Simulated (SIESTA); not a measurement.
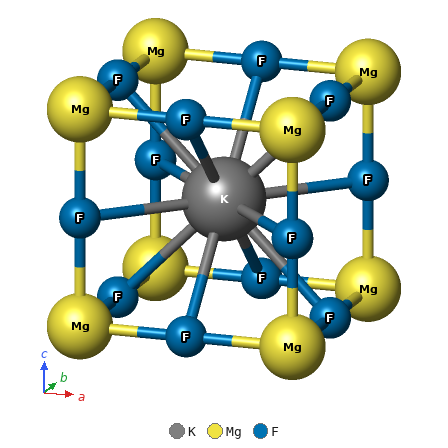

System: KMgF₃, space group Pm-3m (No. 221). The picture shows the conventional cell.

The given structure:
```cif
data_structure
_symmetry_space_group_name_H-M 'P 1'
_symmetry_Int_Tables_number 1
_cell_length_a 3.9859
_cell_length_b 3.9859
_cell_length_c 3.9859
_cell_angle_alpha 90.000
_cell_angle_beta 90.000
_cell_angle_gamma 90.000
_cell_volume 63.33
loop_
_atom_site_label
_atom_site_type_symbol
_atom_site_fract_x
_atom_site_fract_y
_atom_site_fract_z
_atom_site_occupancy
K1 K 0.50000 0.50000 0.50000 1
Mg1 Mg 0.00000 0.00000 0.00000 1
F1 F 0.00000 0.00000 0.50000 1
F2 F 0.00000 0.50000 0.00000 1
F3 F 0.50000 0.00000 0.00000 1
```

Computed with SIESTA 5.4.2: DFT in numerical atomic orbitals with pseudopotentials, no spin polarisation; energies at scaled volumes of the given cell, shape and fractions fixed, counted from the fit's minimum, third-order Birch-Murnaghan fit. Level: LDA.

k mesh 5×5×5; occupations Fermi–Dirac; smearing width 0.05 eV; potentials PseudoDojo 0.4 standard, converted to PSML, two zetas on semicore shells; program settings basis DZP, mesh cutoff 800 Ry.

Describe the result: the energy and pressure against volume. The volume takes the values 11.91, 12.16, 12.41, 12.67, 12.92, 13.17, 13.43 Å³/atom.

A third-order Birch–Murnaghan fit gives V0 = 12.09 Å³/atom, B0 = 90.3 GPa and B′ = 4.3. The energy is 0.82 meV/atom at volume 11.91 Å³/atom and 34.45 meV/atom at 13.43 Å³/atom; the lowest computed point is at volume 12.16 Å³/atom (0.11 meV/atom), and no other minimum shows. The pressure falls from 1.41 GPa at volume 11.91 Å³/atom to −7.53 GPa at 13.43 Å³/atom, and changes sign near 12.10 Å³/atom.

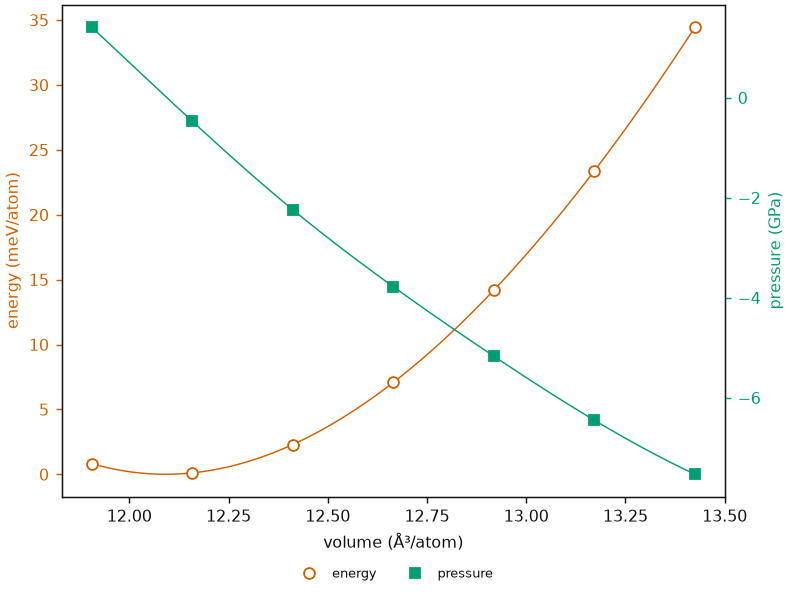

Limits of the calculation: mulliken charges of long orbitals.
